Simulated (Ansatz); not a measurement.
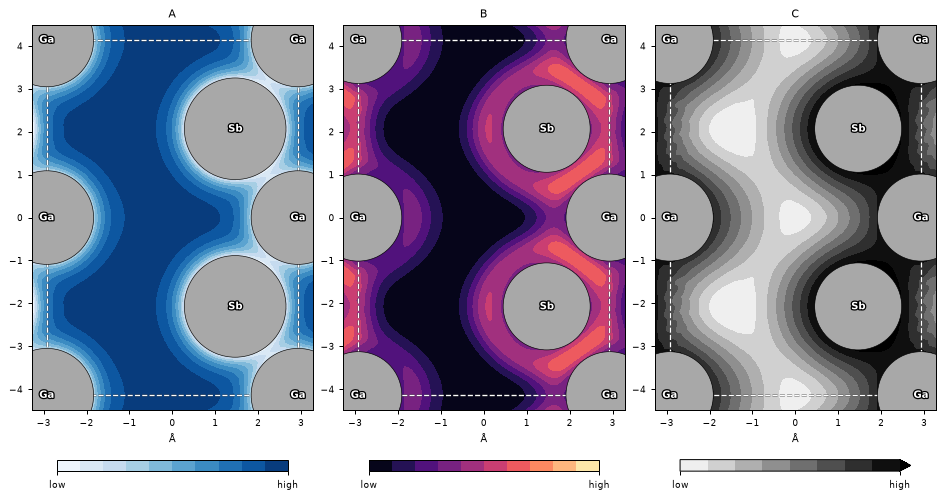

GaSb: 3 fields on the (110) plane of the conventional cell, with unlabelled colour scales. Grey discs cover the atomic cores.

Space group F-43m; computed pressure about 9 GPa in this cell.

Level of theory: Ansatz, DFT PBEsol, scalar-relativistic, plane waves, PAW.

```cif
data_structure
_symmetry_space_group_name_H-M 'P 1'
_symmetry_Int_Tables_number 1
_cell_length_a 5.8552
_cell_length_b 5.8552
_cell_length_c 5.8552
_cell_angle_alpha 90.000
_cell_angle_beta 90.000
_cell_angle_gamma 90.000
_cell_volume 200.74
loop_
_atom_site_label
_atom_site_type_symbol
_atom_site_fract_x
_atom_site_fract_y
_atom_site_fract_z
_atom_site_occupancy
Ga1 Ga 0.50000 0.50000 0.00000 1
Ga2 Ga 0.00000 0.50000 0.50000 1
Ga3 Ga 0.00000 0.00000 0.00000 1
Ga4 Ga 0.50000 0.00000 0.50000 1
Sb1 Sb 0.75000 0.75000 0.25000 1
Sb2 Sb 0.25000 0.75000 0.75000 1
Sb3 Sb 0.25000 0.25000 0.25000 1
Sb4 Sb 0.75000 0.25000 0.75000 1
```

Q: Which field does each panel show? The fields are: electron localisation function, electrostatic potential energy of an electron and valence pseudo-density.

A: Panel A: electrostatic potential energy of an electron (low next to the atoms, rising into the space between them). Panel B: electron localisation function. Panel C: valence pseudo-density. From the grid: Ga–Sb (2.54 Å): ρ is about 0.49 e/Å³ halfway; the ELF peaks at about 0.70 between the atoms.
